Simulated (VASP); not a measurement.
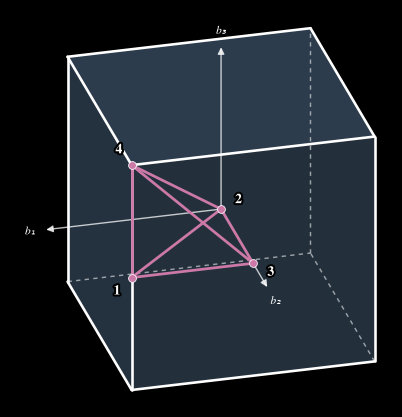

The first Brillouin zone of a simple cubic lattice (cP; extended symbol cP2) is drawn with its special points numbered. Crystal: ScAl₃, the end point of a relaxation with VASP Kohn-Sham DFT of a periodic cell, optB88-vdW, VASP PAW PBE potentials, recommended (VASP). Geometry calculated from the standardised cell; symmetry tolerance 0.002 Å.

a = 4.101 Å, b = 4.101 Å, c = 4.101 Å, α = 90.00°, β = 90.00°, γ = 90.00°.

Labels and path follow the convention of Hinuma et al. (2017), as computed by seekpath; the arrows show the directions of the reciprocal primitive vectors b₁, b₂, b₃, in which coordinates are given.

Q: Which special point is each number?

A:
| no. | label | coordinates |
| --- | --- | --- |
| 1 | M | (1/2, 1/2, 0) |
| 2 | Γ | (0, 0, 0) |
| 3 | X | (0, 1/2, 0) |
| 4 | R | (1/2, 1/2, 1/2) |
